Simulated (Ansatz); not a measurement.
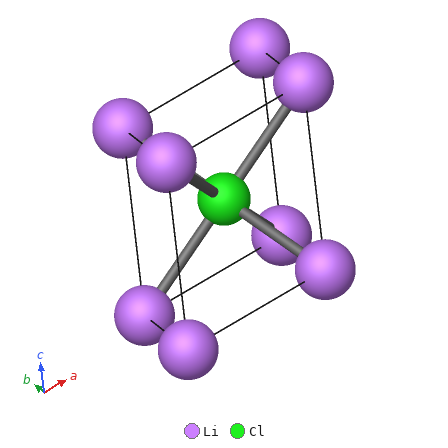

System: LiCl, space group Fm-3m (No. 225). The picture shows the cell.

The given structure:
```yaml
crystal:
  lattice:
    - [0.00000, 2.56476, 2.56476]
    - [2.56476, 0.00000, 2.56476]
    - [2.56476, 2.56476, 0.00000]
  atoms:
    - { symbol: Li, position: [0.00000, 0.00000, 0.00000] }
    - { symbol: Cl, position: [0.50000, 0.50000, 0.50000] }
```

Method: homogeneous strain of a crystal along one Voigt pattern with engineering shear, fractional coordinates fixed, by plane-wave density functional theory with PAW datasets, free energies less that of the undisturbed cell; scalar-relativistic (Ansatz 0.2.0). Level: PBE, no spin polarisation.

- wave cutoff: 420 eV
- k mesh: 8×8×8
- occupations: Gaussian
- smearing width: 0.05 eV
- k shift: (0, 0, 0) (mesh steps)
- start: as given
- strain pattern: (1, 1, 0, 0, 0, 0) (xx yy zz yz xz xy with engineering shear)

What does the calculation give for the energy change and tensile stress summed over the strain pattern against strain? The strain takes the values −0.040, −0.030, −0.020, −0.010, 0.000, 0.010, 0.020, 0.030, 0.035, 0.040.

The energy change is 18.62 meV/atom at strain −0.040 and 7.85 meV/atom at 0.040; the lowest computed point is at strain 0.010 (−0.05 meV/atom), in a single well. The tensile stress summed over the strain pattern rises from −9.0 GPa at strain −0.040 to 4.0 GPa at 0.040, and changes sign near 0.005. The slope of tensile stress is 156 GPa. The second derivative of tensile stress is −2140 GPa. The tensile stress at start is −0.796 GPa.

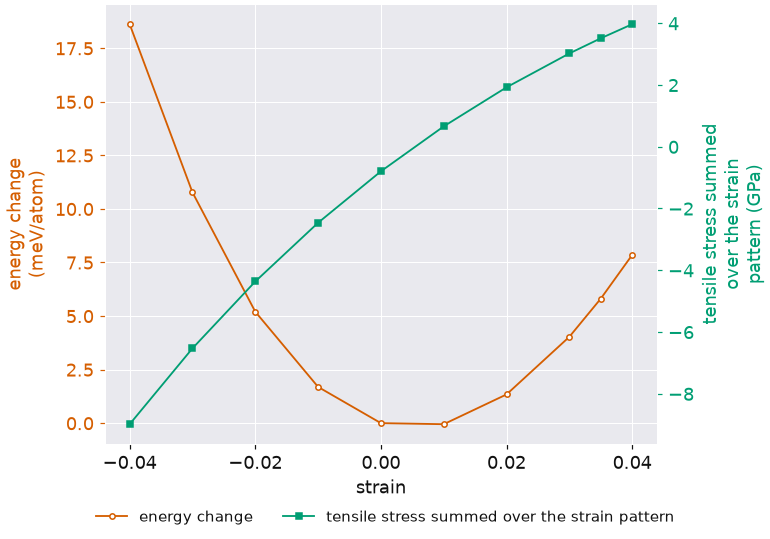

Caveats: reference crystal is not relaxed.
